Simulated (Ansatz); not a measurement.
**A series of single points on HgSe**

System: HgSe (2 atoms in the cell).
Method: Kohn-Sham DFT of a periodic cell, LDA, spin-orbit coupling, all-electron LAPW, scalar-relativistic, no spin polarisation (Ansatz 0.2.0).

The 7 runs differ only in the geometry, by an even scaling of the cell at fixed fractional positions. The structure derives from an entry of the Crystallography Open Database.

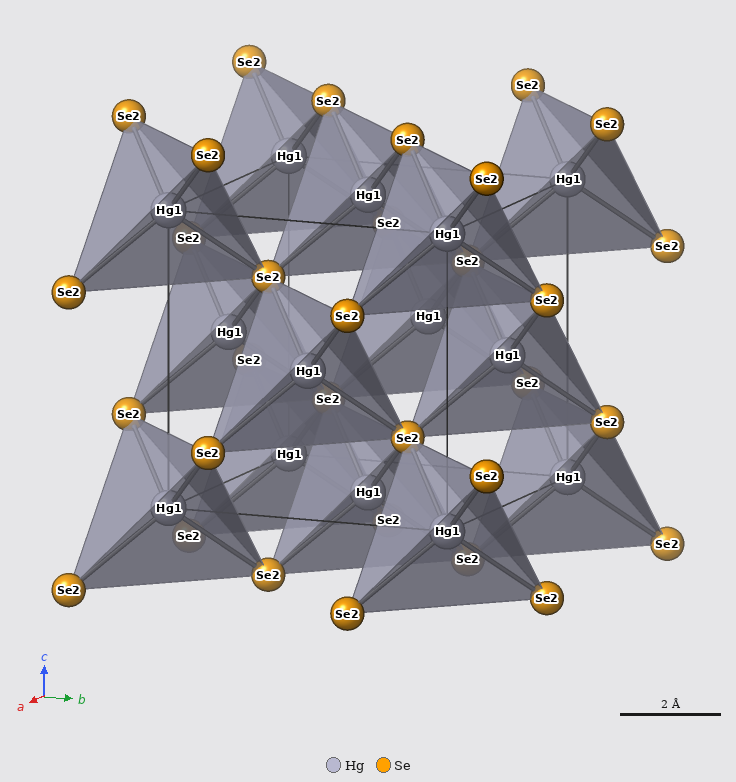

Figure 1. The structure of run 4 (polyhedral view of the cell 4 times as large as that of the calculation, set on its symmetry axes, seen slightly off an axis; polyhedra are completed across the faces of the cell; atoms are numbered from 1 in the order of the input).

**Input of run 4**
```yaml
crystal:
  lattice:
    - [0.0, 3.039, 3.039]
    - [3.039, 0.0, 3.039]
    - [3.039, 3.039, 0.0]
  atoms:
    - { symbol: Hg, position: [0.0, 0.0, 0.0] }
    - { symbol: Se, position: [0.75, 0.75, 0.75] }
kpoints:
  mp_grid: { grid: [6, 6, 6] }
scf:
  occupations: { method: gaussian, width: 0.1 }
hamiltonian:
  xc: lda
  pseudopotentials: { kind: all_electron, lapw: { basis_error: 0.001 } }
magnetization:
  noncollinear: true
  spin_orbit: true
output:
  forces: true
  stress: true
  eigenvalues: true
```

Command:
```bash
ansatz run input.yaml --threads 1 --pin off --max-ram 2560MiB --backend cpu --events-out ev --progress --plain --runs-dir out
```

Run 3 differs from it as follows:
```diff
-    - [0.0, 3.039, 3.039]
-    - [3.039, 0.0, 3.039]
-    - [3.039, 3.039, 0.0]
+    - [0.0, 3.0186034123, 3.0186034123]
+    - [3.0186034123, 0.0, 3.0186034123]
+    - [3.0186034123, 3.0186034123, 0.0]
```

**Results, with one run withheld**

| run | volume per atom (Å³) | free energy per atom, from the lowest run given (meV) | pressure (GPa) |
| --- | --- | --- | --- |
| 1 | 26.383 | 9.54 | 3.01 |
| 2 | 26.944 | 1.66 | 1.53 |
| 3 | 27.505 | ? | ? |
| 4 | 28.067 | 0.00 | −0.95 |
| 5 | 28.628 | 5.18 | −1.98 |
| 6 | 29.189 | 13.74 | −2.89 |
| 7 | 29.751 | 25.31 | −3.69 |

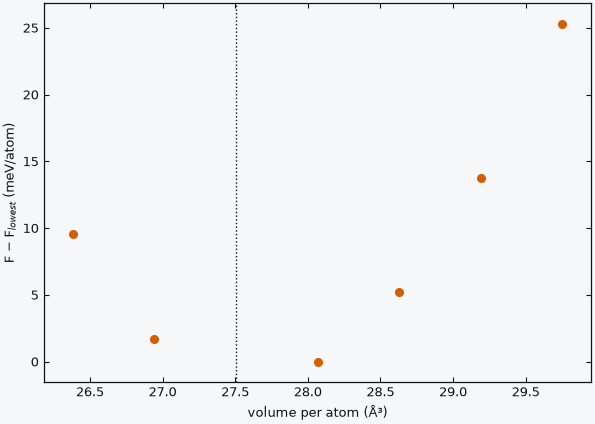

Figure 2. Free energy per atom of the runs given; the dotted line marks run 3.

Estimate the energy of run 3 from the others.

A cubic polynomial in V^(−2/3) (the Birch–Murnaghan form), fitted to the 6 runs given, misses them by at most 0.01 meV per atom. With x = V^(−2/3) − 0.10815 Å⁻², it reads F = 0.31469 − 2552 x + 9.4337e+05 x² + 4.5249e+06 x³ (meV per atom). At run 3 it gives −1.34 meV per atom, and the run itself gives −1.34. The slope of the fit gives a pressure −dF/dV of 0.21 GPa there, and the run prints 0.21 GPa. The fit has its minimum at 27.602 Å³ per atom, where V d²F/dV² gives 59.5 GPa: the bulk modulus at this level, since symmetry fixes the shape and the positions.

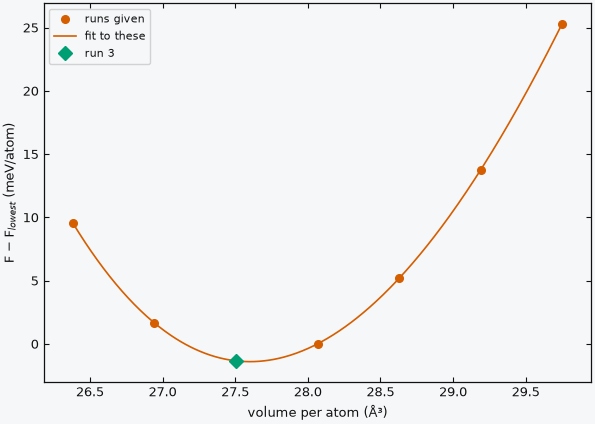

Figure 3. The fit and the withheld run.

**Output, shortened to warnings, some set-up lines, iterations and results (run 3)**
```
Basis set: ecut = 282.7536454384432 eV, 609 PW (Γ), exchange–correlation at level 2
Symmetry: 24 space group operations + 24 with time reversal
k-points: 16 of 216 (time reversal used)
Initial density: superposition of atomic densities (chi_scale 0.1, normalization cell, long waves kept (reshape's long-wave potential 0.00 eV rms))
[...]
SCF iter   1: F=—  HF=-600657.238472 eV  |F-HF|=—  |Δ(HF+E_count)|=         —  Δρ=2.43e-2  dr2=5.98e-1  dr2_m=0.00e0 (ungated)  ethr=8.78e-4  |M|=0.00e0 ∫|m|=0.00e0 μB  …
SCF iter   2: F=—  HF=-600656.976674 eV  |F-HF|=—  |Δ(HF+E_count)|=   2.62e-1  Δρ=9.94e-3  dr2=6.43e-2  dr2_m=0.00e0 (ungated)  ethr=8.78e-4  |M|=0.00e0 ∫|m|=0.00e0 μB  …
SCF iter   3: F=—  HF=-600656.952789 eV  |F-HF|=—  |Δ(HF+E_count)|=   2.39e-2  Δρ=4.68e-3  dr2=9.01e-3  dr2_m=0.00e0 (ungated)  ethr=9.46e-5  |M|=0.00e0 ∫|m|=0.00e0 μB  …
SCF iter   4: F=—  HF=-600656.948860 eV  |F-HF|=—  |Δ(HF+E_count)|=         —  Δρ=9.23e-4  dr2=2.62e-4  dr2_m=0.00e0 (ungated)  ethr=3.85e-7  |M|=0.00e0 ∫|m|=0.00e0 μB  …
SCF iter   5: F=—  HF=-600656.948763 eV  |F-HF|=—  |Δ(HF+E_count)|=   9.72e-5  Δρ=9.42e-5  dr2=2.82e-6  dr2_m=0.00e0 (ungated)  ethr=3.85e-7  |M|=0.00e0 ∫|m|=0.00e0 μB  …
SCF iter   6: F=—  HF=-600656.948760 eV  |F-HF|=—  |Δ(HF+E_count)|=   2.52e-6  Δρ=3.06e-5  dr2=2.77e-7  dr2_m=0.00e0 (ungated)  ethr=4.15e-9  |M|=0.00e0 ∫|m|=0.00e0 μB  …
SCF iter   7: F=-600656.948760 eV  HF=-600656.948760 eV  |F-HF|=9.31e-10  |Δ(HF+E_count)|=   2.19e-7  Δρ=3.97e-6  dr2=3.51e-9  dr2_m=0.00e0 (ungated)  ethr=4.08e-10  …
SCF 1 converged in 7 iterations: F = -600656.948760 eV  dr2 = 3.51e-9
SCF converged after 7 iterations
Magnetization: |M| = 0.0000 μB,  M = (+0.0000, +0.0000, +0.0000) μB
Absolute magnetization: 0.0000 μB (∫|m|)
  site 0: m = (+0.0000, +0.0000, +0.0000) μB, |m| = 0.0000 μB  (R = 1.36 Å)
  site 1: m = (+0.0000, +0.0000, +0.0000) μB, |m| = 0.0000 μB  (R = 1.25 Å)
Free energy (F): -600656.948760 eV
Harris-Foulkes:  -600656.948760 eV  (|F-HF|=9.31e-10)
Internal energy: -600656.948227 eV  (E = F + TS)
E sigma→0 (E₀):  -600656.948493 eV
Entropy (-TS):   -0.000533 eV (-0.266 meV/atom)
Fermi energy:    10.604236 eV
--- Per-component energies (eV) ---
  E_band       = -6517.323240
  E_kinetic    = 683736.628339
  E_xc         = -12183.335779
  E_electrostatic = -1272210.240787  (all electrons and nuclei)
  E_smearing   = -0.000533  (= −TS)
  E_closure    = 0.000000  (closes the sum)
  E_atoms      = -600651.291323  (free atoms, spherical and without spin; not in F)
  Σ components = -600656.948760   (vs F -600656.948760, Δ=0.00e0)
  Basis errors (estimates in eV, not in F): energy 4.4e-4 per atom: plane waves 4.0e-4 (2.3e-4 summed), levels above the bands 0.0e0, relativity 7.2e-9, radial functions 4.3e-5, core shells 6.0e-8; eigenvalues (radial functions only) 1.6e-6; not estimated: angular momenta, meshes, grids; target …
--- Forces (eV/Å), atoms counted from 1 ---
  atom   1  Hg     0.00000000    -0.00000000    -0.00000000
  atom   2  Se    -0.00000000     0.00000000     0.00000000
  max |Σ_I F_I| component: 2.08e-17 eV/Å
--- Stress (GPa, compression-positive) ---
        0.213291      -0.000000      -0.000000
       -0.000000       0.213291       0.000000
       -0.000000       0.000000       0.213291
  P = ⅓ Tr σ = 0.2133 GPa (2.133 kbar)
```
